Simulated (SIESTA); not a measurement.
## A series of single points on RuSi

System: RuSi (P2₁3, 8 atoms in the cell).
Method: Kohn-Sham DFT of a periodic cell, LDA, PseudoDojo 0.4 standard, converted to PSML, no spin polarisation (SIESTA 5.4.2).

The 7 runs differ only in the geometry, by an even scaling of the cell at fixed fractional positions. The structure derives from a Materials Project entry.

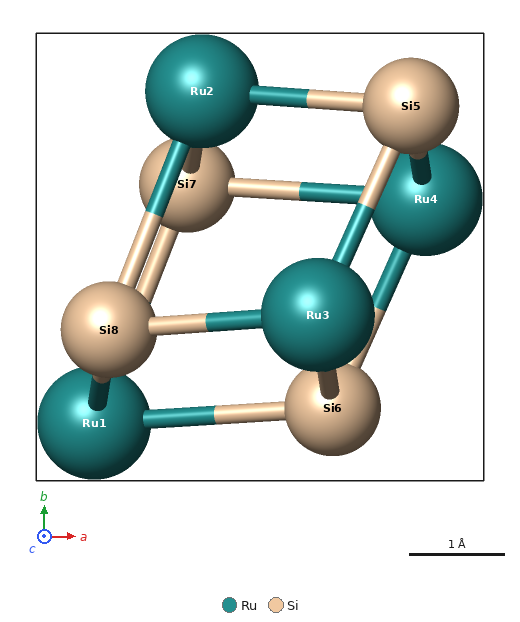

Figure 1. The structure of run 4 (ball-and-stick view of the cell of the calculation, along the c axis; atoms are numbered from 1 in the order of the input). An atom can appear more than once, as a periodic image.

## Input of run 4
```
SystemName                      SiRu
SystemLabel                     SiRu
NumberOfSpecies                 2
NumberOfAtoms                   8
%block ChemicalSpeciesLabel
  1  44 Ru
  2  14 Si
%endblock ChemicalSpeciesLabel

LatticeConstant                 1.0 Ang
%block LatticeVectors
     4.7085953800     0.0000000000     0.0000000000
     0.0000000000     4.7085953800     0.0000000000
     0.0000000000     0.0000000000     4.7085953800
%endblock LatticeVectors
AtomicCoordinatesFormat         Fractional
%block AtomicCoordinatesAndAtomicSpecies
     0.1294055100     0.1294055100     0.1294055100  1  Ru
     0.3705944900     0.8705944900     0.6294055100  1  Ru
     0.6294055100     0.3705944900     0.8705944900  1  Ru
     0.8705944900     0.6294055100     0.3705944900  1  Ru
     0.8375777300     0.8375777300     0.8375777300  2  Si
     0.6624222700     0.1624222700     0.3375777300  2  Si
     0.3375777300     0.6624222700     0.1624222700  2  Si
     0.1624222700     0.3375777300     0.6624222700  2  Si
%endblock AtomicCoordinatesAndAtomicSpecies

%block kgrid.MonkhorstPack
    4   0   0  0.0
    0   4   0  0.0
    0   0   4  0.0
%endblock kgrid.MonkhorstPack
XC.Functional                   LDA
XC.Authors                      PW92
PAO.BasisSize                   DZP
PAO.EnergyShift                 0.003 Ry
Mesh.Cutoff                     800 Ry
OccupationFunction              FD
ElectronicTemperature           0.05 eV
MaxSCFIterations                120
SCF.MustConverge                false
SCF.Mixer.Method                Pulay
SCF.Mixer.Weight                0.25
SCF.Mixer.History               8
SCF.DM.Tolerance                5.0e-05
SCF.H.Tolerance                 1.0e-03 eV
WriteForces                     true
Charge.Mulliken                 end
%block PAO.Basis
  Ru 5
  n=4 0 2
    3.003 0.000
  n=5 0 2
    8.463 0.000
  n=4 1 2
    3.442 0.000
  n=5 1 1
    8.463
  n=4 2 2
    5.937 0.000
%endblock PAO.Basis
```

Command:
```bash
siesta SiRu.fdf > SiRu.out 2>&1
```

Lattice vectors (Å) and fractional positions of run 4:
```
   4.708595    0.000000    0.000000
   0.000000    4.708595    0.000000
   0.000000    0.000000    4.708595
Ru  0.129406  0.129406  0.129406
Ru  0.370594  0.870594  0.629406
Ru  0.629406  0.370594  0.870594
Ru  0.870594  0.629406  0.370594
Si  0.837578  0.837578  0.837578
Si  0.662422  0.162422  0.337578
Si  0.337578  0.662422  0.162422
Si  0.162422  0.337578  0.662422
```

Run 5 differs from it as follows:
```diff
-     4.7085953800     0.0000000000     0.0000000000
-     0.0000000000     4.7085953800     0.0000000000
-     0.0000000000     0.0000000000     4.7085953800
+     4.7397790396     0.0000000000     0.0000000000
+     0.0000000000     4.7397790396     0.0000000000
+     0.0000000000     0.0000000000     4.7397790396
```

## Results, with one run withheld

```csv
run,volume per atom (Å³),"free energy per atom, from the lowest run given (meV)",pressure (GPa),gap on the mesh (eV)
1,12.266,24.36,14.05,0.24
2,12.527,7.04,7.37,0.23
3,12.788,0.00,1.41,0.23
4,13.049,2.17,−3.95,0.22
5,13.310,?,?,?
6,13.571,30.32,−12.96,0.21
7,13.832,54.60,−16.76,0.21
```

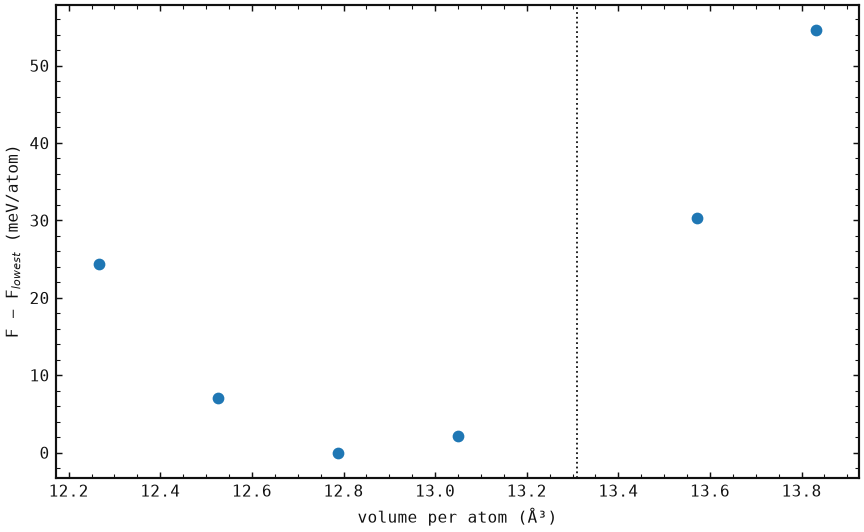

Figure 2. Free energy per atom of the runs given; the dotted line marks run 5.

Estimate the energy of run 5 from the others.

A cubic polynomial in V^(−2/3) (the Birch–Murnaghan form), fitted to the 6 runs given, misses them by at most 0.01 meV per atom. With x = V^(−2/3) − 0.18100 Å⁻², it reads F = 0.86913 − 1829.7 x + 7.298e+05 x² + 1.1482e+06 x³ (meV per atom). At run 5 it gives 12.57 meV per atom, and the run itself gives 12.58. The slope of the fit gives a pressure −dF/dV of −8.72 GPa there, and the run prints −8.72 GPa. The fit has its minimum at 12.853 Å³ per atom, where V d²F/dV² gives 270 GPa. Cell shape and fractional positions are held, so this is the stiffness under even scaling; the relaxed bulk modulus wasn't computed. The gap on the mesh goes, without turning, from 0.24 eV in run 1 to 0.21 eV in run 7; run 5 has 0.22 eV. These are gaps of this functional on this mesh, which can miss the band edges; they aren't the measured gap.

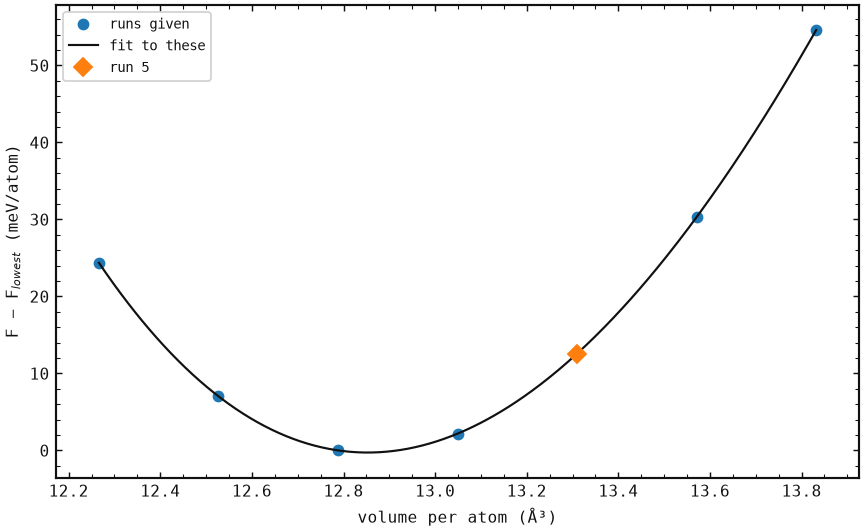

Figure 3. The fit and the withheld run.

## Some lines of the output (run 5)
```
[...]
outcell: Cell volume (Ang**3)        :    106.4815
stepf: Fermi-Dirac step function
siesta: Etot    =    -11459.955567
siesta: FreeEng =    -11459.955833
        iscf     Eharris(eV)        E_KS(eV)     FreeEng(eV)     dDmax    Ef(eV) dHmax(eV)
siesta: E_KS(eV) =           -11475.2463
siesta: E_KS - E_eggbox =    -11475.2463
siesta: Etot    =    -11475.246253
siesta: FreeEng =    -11475.260764
siesta:         Fermi =      -5.744639
siesta: Cell volume =        106.481531 Ang**3
    Orbital volume contribution        =          10.002572 eV
```

Notes: Points of doubt noted for this run: mulliken charges of long orbitals. With a small basis of atomic orbitals these values can differ much from converged plane-wave results.
